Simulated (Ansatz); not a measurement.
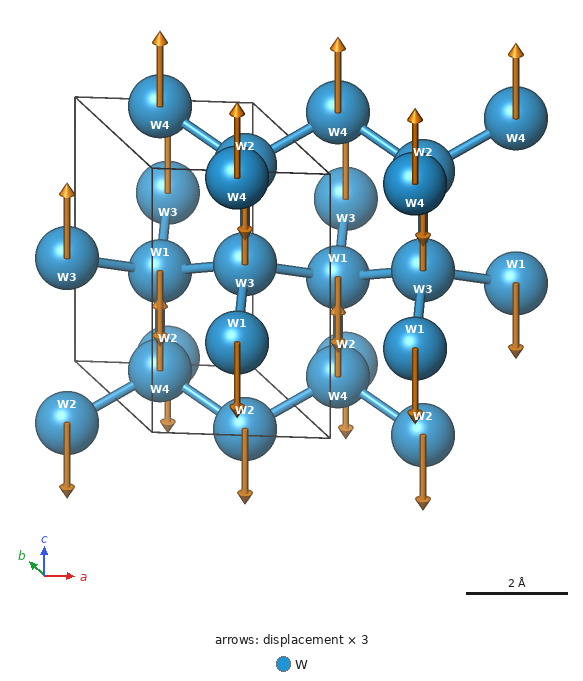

This is a relaxation of solid W (built on the lonsdaleite_194 type) (coarse preliminary run). The starting structure is drawn; orange arrows show the displacements (the part carried along by the change of the cell is left out), 3 times their true length.

Style: ball-and-stick. Shown: the cell of the calculation, repeated 2 × 1 × 1 with one cell outlined, from a free direction.

Case: lonsdaleite type (P6_3/mmc, No. 194).

Computed with Ansatz, DFT PBEsol, scalar-relativistic, plane waves, PAW.

The input:
```yaml
crystal:
  lattice:
    - [3.5666650252, 0.0, 0.0]
    - [-1.7833325126, 3.0888225186, 0.0]
    - [0.0, 0.0, 5.8849972916]
  atoms:
    - { symbol: W, position: [0.3333333333, 0.6666666667, 0.4375] }
    - { symbol: W, position: [0.6666666667, 0.3333333333, 0.9375] }
    - { symbol: W, position: [0.6666666667, 0.3333333333, 0.5625] }
    - { symbol: W, position: [0.3333333333, 0.6666666667, 0.0625] }
basis:
  ecutwfc: 420
kpoints:
  mp_grid: { grid: [6, 6, 4] }
hamiltonian:
  xc: pbesol
scf:
  occupations: { method: gaussian, width: 0.1 }
  lower_state_search: "off"
output:
  forces: true
  stress: true
  eigenvalues: true
relax:
  adjacent_minimum: "off"
  f_tol: 0.04
  max_steps: 70
  cell: { stress_tol: 0.4 }
```

### Describe the change and its energy.

The largest moves relative to the cell, 0.56 Å, are those of W1, W2, W3 and W4. W3 goes along +c. The volume changes by +1.5 %, with a = b 3.567 → 2.751 Å (−22.9 %), c 5.885 → 10.036 Å (+70.5 %). Near-neighbour distances that change, for instance: W1–W1 3.567 → 2.751 Å, W1–W3 2.187 → 2.863 Å, W1–W4 2.207 → 2.635 Å. Bond angles that change, for instance: W3–W1–W3 109.3° → 57.4°, W3–W1–W4 109.7° → 146.3°. The space group stays P6_3/mmc (No. 194). After 23 accepted moves (28 points after the start) the energy has fallen by 3618 meV per atom. Largest force component: 1.9 eV/Å at the start, 0.0022 eV/Å at the end. The pressure goes from 104.70 to 0.04 GPa. The line search rejected the trial steps at points 11, 22 of the run. At 3 points the geometry stayed and the basis and grid were re-selected for the new cell (energy shift of 288 meV per atom at most each time).
